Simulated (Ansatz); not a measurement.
# A thicker film of ZnO (10-10) from two thinner ones

In a field along its normal an insulating film takes a dipole p. Written as a length, p/(ε₀AE), it should grow by 1 − 1/ε for each ångström added.

Set-up. Ansatz 0.2.0, plane waves with PAW datasets (its set soft_2), PBE; wurtzite films relaxed at a bulk in-plane lattice constant near the measured one, then held in weak fields of both signs with a dipole correction (A is the cell's area, E the outer field).

| run | distance between the outer atoms (Å) | p/(ε₀AE) (Å) |
| --- | --- | --- |
| 3 units | 6.782 | 6.964 |
| 4 units | 9.639 | 9.294 |
| 6 units | 15.385 | ? |

Q: Estimate the withheld value from the rows shown.

Two rows fix a line: slope = (9.294 − 6.964) / (9.639 − 6.782) = 0.8155, intercept 1.4333. That slope means ε = 1/(1 − 0.8155) = 5.42. At 15.385 it gives 0.8155 × 15.385 + 1.4333 = 13.980 Å, beyond the rows fitted. Rounding of the rows alone allows about ±0.005 Å there; two rows can't show whether the line holds.

The run itself gives 13.944 Å: a miss of −0.036 Å, or 0.3 % of the value. The length is met to within 1 %, though ε is more sensitive than the length: the two thickest films give ε = 5.24.

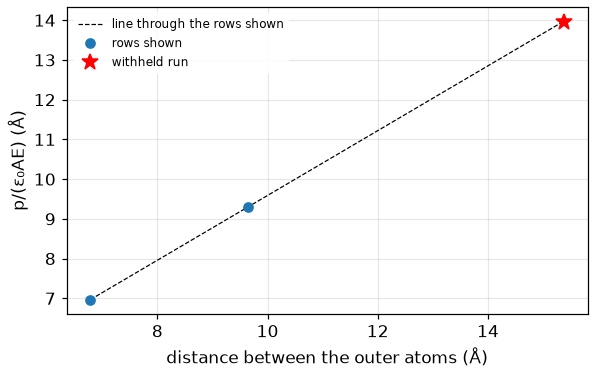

The fit and the withheld run.

Caveats: This is the electronic response alone. A unit is one step of the cut along the normal (a plane, a pair of planes or a cell), and the layers relax along it, away from their bulk spacing where the functional's lattice constant differs from the one held.
